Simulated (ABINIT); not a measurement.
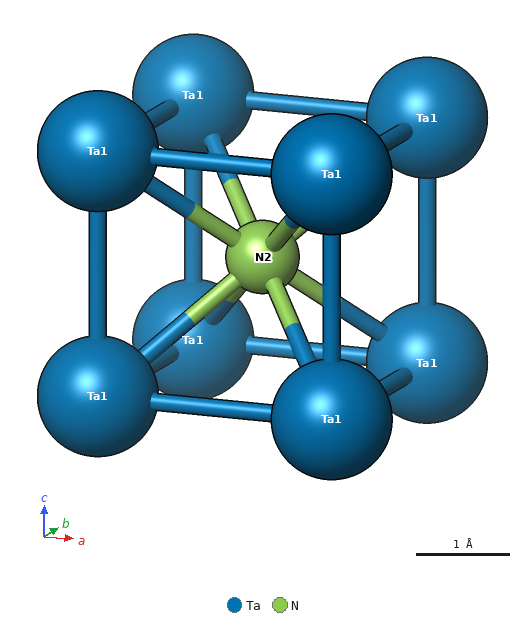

**Figure 1.** The input geometry (ball-and-stick view of the cell of the calculation, seen slightly off an axis; atoms are numbered from 1 in the order of the input). An atom can appear more than once, as a periodic image.

Single-point calculation of TaN (part 1 of 2)

TaN (Pm-3m, 2 atoms in the cell), computed with Kohn-Sham DFT of a periodic cell, PBE0, PseudoDojo NC SR PBE v0.4.1 standard, no spin polarisation (ABINIT 10.8.3).

The structure was built on a prototype by a generator; it need not be a known phase.

The input:
```
pp_dirpath "./"
pseudos "Ta.upf, N.upf"

acell 2.73230769 2.73230769 2.73230769 Angstrom
rprim
     1.0000000000     0.0000000000     0.0000000000
     0.0000000000     1.0000000000     0.0000000000
     0.0000000000     0.0000000000     1.0000000000
ntypat 2
znucl 73 7
natom 2
typat 1 2
xred
     0.0000000000     0.0000000000     0.0000000000
     0.5000000000     0.5000000000     0.5000000000

ecut 35.0

kptopt 1
ngkpt 6 6 6
nshiftk 1
shiftk 0.0 0.0 0.0

ixc 41
fockdownsampling 2 2 2
hyb_mixing 0.35

nband 13
occopt 3
tsmear 0.00183747

nstep 60
toldfe 1.0e-7

iomode 3
prtwf 0
prteig 0
prtebands 0
enunit 2
prtvol 2
prtden 1
prtvha 1
prtvclmb 1
prtpot 1
prtelf 1
```

Run on 4 threads of Arm Neoverse V2, 24 GiB of memory available, shared host.

Launched with:
```bash
mpirun --bind-to none -np 4 abinit run.abi > log 2>&1
```

Output:
```
.Version 10.8.3 of ABINIT
 Symmetries : space group Pm -3 m (#221); Bravais cP (primitive cubic)
================================================================================
 Values of the parameters that define the memory need of the present run
     intxc =       0    ionmov =       0      iscf =       7    lmnmax =       8
     lnmax =       8     mgfft =      30  mpssoang =       4    mqgrid =    3001
     natom =       2  nloc_mem =       1    nspden =       1   nspinor =       1
    nsppol =       1      nsym =      48    n1xccc =    2501    ntypat =       2
    occopt =       3   xclevel =       2
       mpw =        1406          nfft =       27000          nkpt =          20
================================================================================
================================================================================

--------------------------------------------------------------------------------
------------- Echo of variables that govern the present computation ------------
--------------------------------------------------------------------------------
 -outvars: echo values of preprocessed input variables --------
            acell      5.1633132258E+00  5.1633132258E+00  5.1633132258E+00 Bohr
              amu      1.80947900E+02  1.40067400E+01
             ecut      3.50000000E+01 Hartree
           enunit           2
 fockdownsampling           2       2       2
   hyb_mixing          3.5000000000E-01
              ixc          41
         kptrlatt        6    0    0      0    6    0      0    0    6
          kptrlen      3.09798794E+01
            natom           2
            nband          13
          nbandhf          13
            ngfft          30      30      30
             nkpt          20
           nkpthf          27
            nstep          60
             nsym          48
           ntypat           2
           occopt           3
        optforces           0
        optstress           0
        prtebands           0
           prteig           0
           prtelf           1
           prtpot           1
         prtvclmb           1
           prtvha           1
           prtvol           2
            prtwf           0
          spgroup         221
           toldfe      1.00000000E-07 Hartree
           tsmear      1.83747000E-03 Hartree
            typat      1  2
          usefock           1
           xangst      0.0000000000E+00  0.0000000000E+00  0.0000000000E+00
                       1.3661538450E+00  1.3661538450E+00  1.3661538450E+00
            xcart      0.0000000000E+00  0.0000000000E+00  0.0000000000E+00
                       2.5816566129E+00  2.5816566129E+00  2.5816566129E+00
             xred      0.0000000000E+00  0.0000000000E+00  0.0000000000E+00
                       5.0000000000E-01  5.0000000000E-01  5.0000000000E-01
            znucl       73.00000    7.00000

================================================================================

 chkinp: Checking input parameters for consistency.

================================================================================
== DATASET  1 ==================================================================

--- !DatasetInfo
iteration_state: {dtset: 1, }
dimensions: {natom: 2, nkpt: 20, mband: 13, nsppol: 1, nspinor: 1, nspden: 1, mpw: 1406, }
cutoff_energies: {ecut:  35.0, pawecutdg:  -1.0, }
electrons: {nelect:   1.80000000E+01, charge:   0.00000000E+00, occopt:   3.00000000E+00, tsmear:   1.83747000E-03, }
meta: {optdriver: 0, ionmov: 0, optcell: 0, iscf: 7, paral_kgb: 0, }
...

 Exchange-correlation functional for the present dataset will be:
  PBE0 with alpha=0.25

 Real(R)+Recip(G) space primitive vectors, cartesian coordinates (Bohr,Bohr^-1):
 R(1)=  5.1633132  0.0000000  0.0000000  G(1)=  0.1936741  0.0000000  0.0000000
 R(2)=  0.0000000  5.1633132  0.0000000  G(2)=  0.0000000  0.1936741  0.0000000
 R(3)=  0.0000000  0.0000000  5.1633132  G(3)=  0.0000000  0.0000000  0.1936741
 Unit cell volume ucvol=  1.3765292E+02 bohr^3
 Angles (23,13,12)=  9.00000000E+01  9.00000000E+01  9.00000000E+01 degrees

 getcut: wavevector=  0.0000  0.0000  0.0000  ngfft=  30  30  30
         ecut(hartree)=     35.000   => boxcut(ratio)=   2.18169

--- Pseudopotential description ------------------------------------------------
- pspini: atom type   1  psp file is ./Ta.upf
12 -101130 3 -1 1450                          pspcod,pspxc,lmax,lloc,mmax
     nproj     2     2     2     2

- pspini: atom type   2  psp file is ./N.upf
12 -101130 1 -1 1058                          pspcod,pspxc,lmax,lloc,mmax
     nproj     2     2     0     0

   4.84126662E+02                                ecore*ucvol(ha*bohr**3)
--------------------------------------------------------------------------------

================================================================================

--- !BeginCycle
iteration_state: {dtset: 1, }
solver: {iscf: 7, nstep: 60, nline: 4, wfoptalg: 0, }
tolerances: {toldfe: 1.00E-07, }
...

     iter   Etot(hartree)      deltaE(h)  residm     vres2
 ETOT  1  -72.787273635619    -7.279E+01 9.050E-02 2.075E+02
 ETOT  2  -75.410009918189    -2.623E+00 1.180E-02 2.509E+01
 ETOT  3  -75.427159026565    -1.715E-02 6.715E-03 6.856E+00
 ETOT  4  -75.429348862470    -2.190E-03 3.223E-03 8.220E-01
 ETOT  5  -75.429711567794    -3.627E-04 1.218E-03 3.277E-01
 ETOT  6  -75.429864703961    -1.531E-04 4.058E-04 1.943E-01
 ETOT  7  -75.429970468079    -1.058E-04 7.014E-05 5.637E-02
 ETOT  8  -75.429969326233     1.142E-06 4.318E-05 2.104E-02
 ETOT  9  -75.429959781259     9.545E-06 2.913E-05 1.279E-02
 ETOT 10  -75.429961696746    -1.915E-06 2.247E-05 5.254E-03
 ETOT 11  -75.429963871145    -2.174E-06 1.869E-05 8.462E-04
 ETOT 12  -75.429965581875    -1.711E-06 2.003E-05 9.795E-04
 ETOT 13  -75.429967730560    -2.149E-06 1.861E-05 1.232E-03
 ETOT 14  -75.429966047126     1.683E-06 1.904E-05 8.557E-03
 ETOT 15  -75.429969770482    -3.723E-06 1.628E-05 1.440E-03
 ETOT 16  -75.429968425969     1.345E-06 1.492E-05 4.530E-04
 ETOT 17  -75.429968009848     4.161E-07 1.258E-05 3.088E-05
 ETOT 18  -75.429967436145     5.737E-07 1.130E-05 2.256E-06
 ETOT 19  -75.429967133217     3.029E-07 9.711E-06 6.977E-06
 ETOT 20  -75.429967053788     7.943E-08 8.864E-06 3.965E-06
 ETOT 21  -75.429967057583    -3.795E-09 7.384E-06 1.548E-06

 At SCF step   21, etot is converged :
  for the second time, diff in etot=  3.795E-09 < toldfe=  1.000E-07

 Compute ELF
--------------------------------------------------------------------------------

 Compute kinetic energy density

 Compute gradient of the electron density
 Electron Localization Function (ELF) [min:0;max:1]
)     Maximum=    8.8432E-01  at reduced coord.    0.0000    0.0000    0.8000
)     Minimum=    3.4321E-05  at reduced coord.    0.5000    0.5000    0.5000
   Integrated=    5.4839E+01

--------------------------------------------------------------------------------
 End of ELF section

--- !ResultsGS
iteration_state: {dtset: 1, }
comment   : Summary of ground state results
lattice_vectors:
- [  5.1633132,   0.0000000,   0.0000000, ]
- [  0.0000000,   5.1633132,   0.0000000, ]
- [  0.0000000,   0.0000000,   5.1633132, ]
lattice_lengths: [   5.16331,    5.16331,    5.16331, ]
lattice_angles: [ 90.000,  90.000,  90.000, ] # degrees, (23, 13, 12)
lattice_volume:   1.3765292E+02
convergence: {deltae: -3.795E-09, res2:  1.548E-06, residm:  7.384E-06, diffor:  0.000E+00, }
etotal    :  -7.54299671E+01
entropy   :   0.00000000E+00
fermie    :   6.31588527E-01
cartesian_stress_tensor: null
pressure_GPa: null
xred      :
- [  0.0000E+00,   0.0000E+00,   0.0000E+00, Ta]
- [  5.0000E-01,   5.0000E-01,   5.0000E-01,  N]
cartesian_forces: null
force_length_stats: {min: null, max: null, mean: null, }
...

 Integrated electronic density in atomic spheres:
 ------------------------------------------------
 Atom  Sphere_radius  Integrated_density
    1        2.00000          9.27131300
    2        2.00000          5.25013664
================================================================================

 ----iterations are completed or convergence reached----

 Mean square residual over all n,k,spin=   31.469E-09; max=  73.838E-07
   0.0000  0.0000  0.0000    1  7.95356E-12 kpt; spin; max resid(k); each band:
  4.52E-14 8.74E-14 8.74E-14 8.74E-14 4.25E-12 1.13E-14 1.13E-14 9.83E-14
  9.84E-14 9.84E-14 7.95E-12 3.44E-15 3.20E-15
   0.1667  0.0000  0.0000    1  4.43952E-07 kpt; spin; max resid(k); each band:
  4.33E-14 1.83E-13 6.71E-14 6.55E-14 4.05E-12 3.45E-12 1.02E-14 8.29E-13
  1.37E-12 3.18E-12 1.24E-07 4.44E-07 1.76E-12
   0.3333  0.0000  0.0000    1  6.69674E-10 kpt; spin; max resid(k); each band:
  2.78E-14 3.19E-13 2.81E-14 2.81E-14 7.50E-13 2.59E-12 3.99E-12 3.99E-12
  6.58E-15 2.30E-12 2.60E-12 4.01E-12 6.70E-10
   0.5000  0.0000  0.0000    1  4.91079E-12 kpt; spin; max resid(k); each band:
  2.41E-14 3.72E-13 6.90E-16 6.90E-16 4.02E-13 2.97E-12 4.90E-12 4.90E-12
  3.48E-15 3.06E-12 2.47E-15 4.91E-12 4.88E-12
   0.1667  0.1667  0.0000    1  3.85504E-08 kpt; spin; max resid(k); each band:
  3.58E-14 1.91E-13 1.16E-13 5.34E-14 2.50E-12 2.08E-12 3.50E-12 2.66E-12
  1.67E-12 3.44E-12 3.01E-12 2.49E-14 3.86E-08
   0.3333  0.1667  0.0000    1  6.49240E-12 kpt; spin; max resid(k); each band:
  2.77E-14 2.84E-13 8.97E-14 1.92E-14 2.29E-12 2.23E-12 2.65E-12 3.94E-12
  9.29E-13 2.67E-12 5.61E-13 3.17E-12 6.49E-12
   0.5000  0.1667  0.0000    1  4.40675E-12 kpt; spin; max resid(k); each band:
  2.12E-14 3.32E-13 5.98E-14 3.46E-15 2.07E-12 2.83E-12 2.31E-12 4.37E-12
  2.13E-13 5.05E-15 2.90E-12 4.03E-12 4.41E-12
   0.3333  0.3333  0.0000    1  3.20484E-12 kpt; spin; max resid(k); each band:
  1.90E-14 2.30E-13 1.59E-13 7.05E-15 2.79E-12 1.52E-12 2.06E-12 3.20E-12
  9.29E-13 7.97E-15 3.17E-12 1.92E-12 3.20E-12
   0.5000  0.3333  0.0000    1  3.48845E-12 kpt; spin; max resid(k); each band:
  1.57E-14 2.38E-13 1.48E-13 2.16E-15 3.04E-12 2.11E-12 7.49E-13 2.75E-12
  1.10E-12 1.12E-14 3.49E-12 2.81E-12 1.67E-12
   0.5000  0.5000  0.0000    1  3.32475E-12 kpt; spin; max resid(k); each band:
  1.14E-14 1.84E-13 1.84E-13 4.74E-16 3.32E-12 2.10E-13 2.10E-13 1.34E-14
  5.96E-15 7.22E-15 7.51E-15 3.32E-12 9.03E-16
   0.1667  0.1667  0.1667    1  4.31432E-12 kpt; spin; max resid(k); each band:
  3.24E-14 1.97E-13 9.47E-14 9.47E-14 2.77E-12 6.69E-13 3.75E-12 3.75E-12
  2.63E-12 2.63E-12 4.31E-12 3.84E-12 3.39E-12
   0.3333  0.1667  0.1667    1  1.53757E-11 kpt; spin; max resid(k); each band:
  2.35E-14 2.51E-13 9.64E-14 4.52E-14 2.06E-12 2.21E-12 4.32E-12 2.02E-12
  5.96E-13 1.04E-12 2.56E-12 2.53E-12 1.54E-11
   0.5000  0.1667  0.1667    1  5.10603E-12 kpt; spin; max resid(k); each band:
  2.06E-14 2.92E-13 7.67E-14 1.31E-14 1.95E-12 2.79E-12 4.75E-12 9.70E-13
  1.81E-14 8.06E-13 2.56E-12 2.70E-12 5.11E-12
   0.3333  0.3333  0.1667    1  4.41067E-12 kpt; spin; max resid(k); each band:
  2.00E-14 2.01E-13 1.38E-13 3.48E-14 2.47E-12 1.70E-12 2.80E-12 2.69E-12
  5.91E-13 8.99E-14 1.70E-12 2.85E-12 4.41E-12
   0.5000  0.3333  0.1667    1  4.35352E-12 kpt; spin; max resid(k); each band:
  1.54E-14 2.10E-13 1.26E-13 2.15E-14 2.60E-12 2.30E-12 2.76E-12 1.40E-12
  3.14E-13 1.73E-12 2.06E-13 4.35E-12 2.17E-12
   0.5000  0.5000  0.1667    1  4.33386E-12 kpt; spin; max resid(k); each band:
  1.05E-14 1.64E-13 1.64E-13 1.44E-14 2.98E-12 1.25E-12 1.25E-12 2.76E-12
  2.72E-14 1.20E-12 1.20E-12 4.33E-12 5.70E-16
   0.3333  0.3333  0.3333    1  3.08060E-11 kpt; spin; max resid(k); each band:
  1.32E-14 1.63E-13 7.89E-14 7.89E-14 1.44E-12 3.95E-12 3.95E-12 7.65E-13
  9.53E-13 1.49E-13 1.49E-13 4.30E-12 3.08E-11
   0.5000  0.3333  0.3333    1  4.63239E-12 kpt; spin; max resid(k); each band:
  1.15E-14 1.39E-13 1.05E-13 3.96E-14 1.60E-12 4.54E-12 2.88E-12 1.99E-12
  4.03E-14 5.87E-13 2.48E-12 2.76E-12 4.63E-12
```
